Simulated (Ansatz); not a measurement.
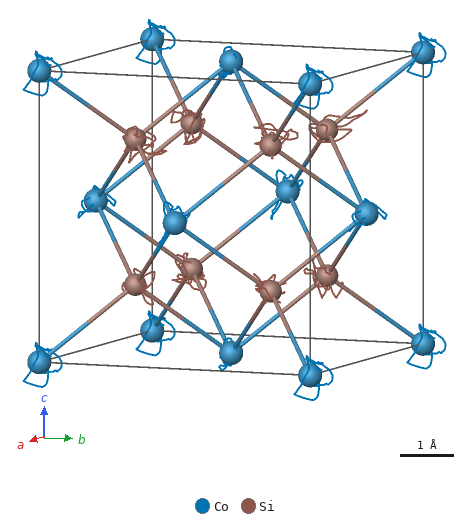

Molecular dynamics of a 12-atom cell of CoSi$_{2}$ (set up in Fm-3m), 1.02 ps long. The cell was cut from the crystal with space group Fm-3m. Lines trace each atom's path, in the colour of its element; spheres stand at the starting positions. Seen from a free direction in the simulation cell.

Computed with DFT PBE, scalar-relativistic, plane waves, PAW in Ansatz 0.2.0. Settings: plane-wave cutoff 420 eV; k-point mesh 2 × 2 × 2; Fermi-Dirac smearing 0.24 eV; low-accuracy preset; volume 1.15 times that of the relaxed crystal; Langevin thermostat (NVT); set temperature 300 K, then to 2800 K over 510 steps; time step 2 fs; friction 0.02 per fs.

> How do the atoms move?

In the second half of the run the atoms are, in the root-mean-square, this far from where they began (common drift taken out): Si 0.33 Å, Co 0.31 Å. That is small against the typical shortest distance between atoms in the first frame, about 2.4 Å: the atoms vibrate about their sites and the arrangement holds. Bond changes: 8 Si–Si contacts open and close in turn; 12 Si–Si bonds break between 536 fs and 894 fs; 7 Si–Si bonds form between 702 fs and 990 fs. Under the programmed temperature the kinetic temperature goes from 316 K (first eighth) to 1995 K (last eighth), with a peak of 3673 K. The potential energy in the second half lies on average 210 meV per atom above the first frame.

Limits of the set-up: the k-point mesh is coarse for a cell with partly filled bands; the program's low-accuracy preset was used; an element that often carries a moment was run without spin polarisation.

Cost: 36 min on 1 thread of Arm Neoverse V2, with other jobs on the host, peak memory 0.53 GiB.

PAW datasets: the set soft_1.
